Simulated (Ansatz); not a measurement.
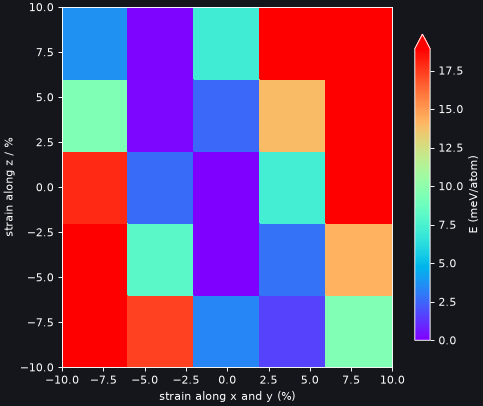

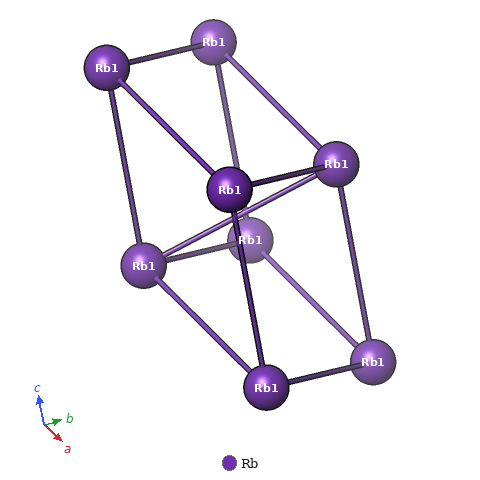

Energy landscape of Rb (Im-3m, No. 229; 1 atom in the cell). 
- The cell is strained homogeneously, by one strain along x and y and another along z, with fractional coordinates fixed (x, y and z along the cube axes).
- First axis: strain along x and y. Second axis: strain along z.
- The grid has 5 × 5 points.
- Energies are in meV/atom, from the lowest grid point.
- The reference cell is the one listed in the database, not relaxed at this level.
- Method: Ansatz, DFT PBEsol, scalar-relativistic, plane waves, PAW. Settings: cutoff 420 eV, k-mesh 12×12×12, gaussian smearing 0.15 eV, no spin polarisation.

In the figure: one coloured cell a grid point, one colour for all values above the top of the scale. The second picture is the structure at the lowest point

### Where are the wells?

The lowest grid point is at strain along x and y = 0 %, strain along z = −4 %. The energy also falls towards the edge at strain along x and y = −4 %, strain along z = 8 % (0.1 meV/atom above the lowest), where a further well may lie outside the range. The highest grid point, strain along x and y = −8 %, strain along z = −8 %, lies 46.5 meV/atom above the lowest.

Grid values (meV/atom):

| strain along z ↓, strain along x and y → | −8 | −4 | 0 | 4 | 8 |
| --- | --- | --- | --- | --- | --- |
| 8 | 3.7 | 0.1 | 7.1 | 22.2 | 43.5 |
| 4 | 9.4 | 0.2 | 2.6 | 13.9 | 32.1 |
| 0 | 17.9 | 2.6 | 0.0 | 7.3 | 22.1 |
| −4 | 30.0 | 8.1 | 0.0 | 2.8 | 14.2 |
| −8 | 46.5 | 17.3 | 3.3 | 1.6 | 9.5 |
